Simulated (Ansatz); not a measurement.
C64H: several calculations on one system

### Relaxation

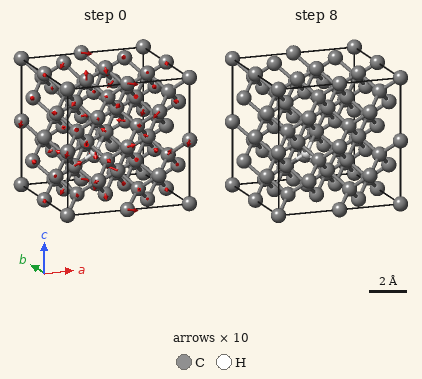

The structure of a defect cell of composition C$_{64}$H (cell charge −1) before (left) and after (right) a relaxation, at one scale. The red arrows give the displacements, magnified 10 times.

Style: ball-and-stick. Shown: the cell of the calculation, slightly off an axis.

All numbers below come from DFT, PBEsol, PAW, plane waves (Ansatz 0.2.0). Set-up: plane-wave cutoff 420 eV; k-point mesh 1 × 1 × 1; mesh shifted by (0.25, 0.25, 0.25); no spin polarisation; atoms relaxed in a fixed cell; force threshold 0.03 eV/Å; at most 80 steps.

**Summarise the run.**

The largest move is that of a C atom, 0.083 Å along [−2 2 1]. Largest moves by element: C 0.083 Å, H 0.069 Å. The lattice vectors keep their values. Some distances before and after: C–H 1.598 → 1.481 Å, C–C 1.512 → 1.609 Å, C–H 1.571 → 1.479 Å, C–C 1.620 → 1.537 Å. Among the angles between lasting bonds that change: C–C–C 112.0° → 104.8°, C–C–C 111.5° → 106.2°, C–C–C 106.2° → 111.5°. After 8 geometry steps the energy has fallen by 2.195 eV per cell of the calculation. The largest force component goes from 3.3 to 0.0098 eV/Å. Cost: 4 s on 1 × NVIDIA GB200 with 8 threads of Arm Neoverse-V2, peak memory 1.6 GiB.

Limits of the set-up: the periodic images lie only 7.1 Å apart, so the values are limited by the cell's size; the cell is charged, on a uniform background, and energies carry no finite-size correction.

### Relaxation

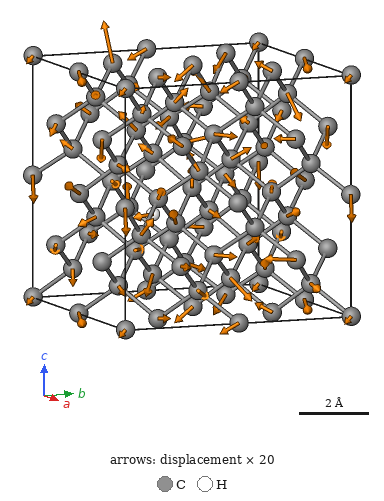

This is a relaxation of a defect cell of composition C64H. The starting structure is drawn; orange arrows show the displacements, 20 times their true length.

A ball-and-stick model of the cell of the calculation, seen slightly off an axis.

Method: Ansatz 0.2.0, DFT, PBEsol, PAW, plane waves. (plane-wave cutoff 420 eV; k-point mesh 1 × 1 × 1; mesh shifted by (0.25, 0.25, 0.25); collinear spin; atoms relaxed in a fixed cell; force threshold 0.03 eV/Å; at most 80 steps)

What did the optimiser do to the structure, and how much energy did it gain?

Answer. Over 3 geometry steps the energy falls by 1.935 eV per cell of the calculation. Largest force component: 3.6 eV/Å at the start, 0.029 eV/Å at the end. The largest moves, 0.065 Å, are those of C atoms. By element the largest moves are C 0.065 Å, H 0.034 Å. The lattice vectors keep their values. Some distances before and after: C–C 1.620 → 1.537 Å, C–C 1.477 → 1.537 Å, C–C 1.591 → 1.532 Å, C–C 1.505 → 1.558 Å. Bond angles that change, for instance: C–C–C 104.2° → 109.5°, C–C–C 104.7° → 109.9°, C–C–C 113.5° → 109.4°.

Limits of the set-up: the periodic images lie only 7.1 Å apart, so the values are limited by the cell's size.

### Defect

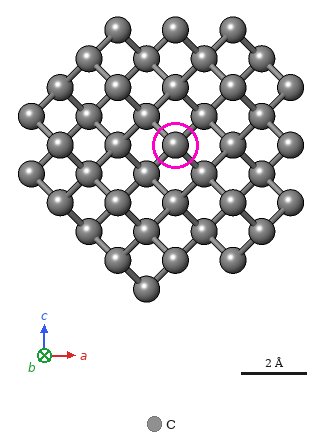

Perfect C. Style: ball-and-stick. Shown: the atoms within 4.6 Å of one point, in a slice 5.0 Å thick across the line of sight, along the b axis.

Computed with DFT, PBEsol, PAW, plane waves (Ansatz). (plane-wave cutoff 420 eV; k-point mesh 1 × 1 × 1; mesh shifted by (0.25, 0.25, 0.25); no spin polarisation) Fermi-Dirac smearing of 0.01 eV. A uniform background neutralises the charged cell. The axes drawn are those of the host's conventional cell.

An extra hydrogen atom is put between the host's atoms (an interstitial) at the ringed place, in charge state +1. The supercell has 64 sites, and the atoms are relaxed at the host's cell.

Question: Predict the relaxed surroundings of the defect.

Answer: The H atom starts with 10 C at 1.54 to 1.78 Å around its place and ends with 2 C at 1.16 to 1.17 Å. Of the host's atoms, a carbon atom moves furthest from its site, by 0.22 Å. The H atom itself moves 0.97 Å from where it was put.

The relaxed defect, seen from the same direction:

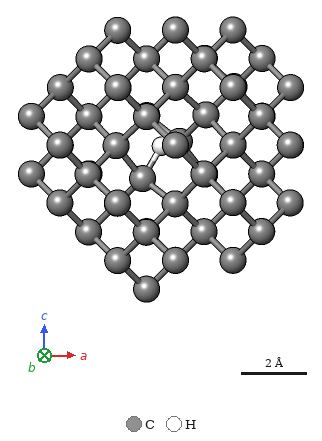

Limits of the set-up: the periodic images lie only 7.1 Å apart, so the values are limited by the cell's size; the cell is charged, on a uniform background, and energies carry no finite-size correction.
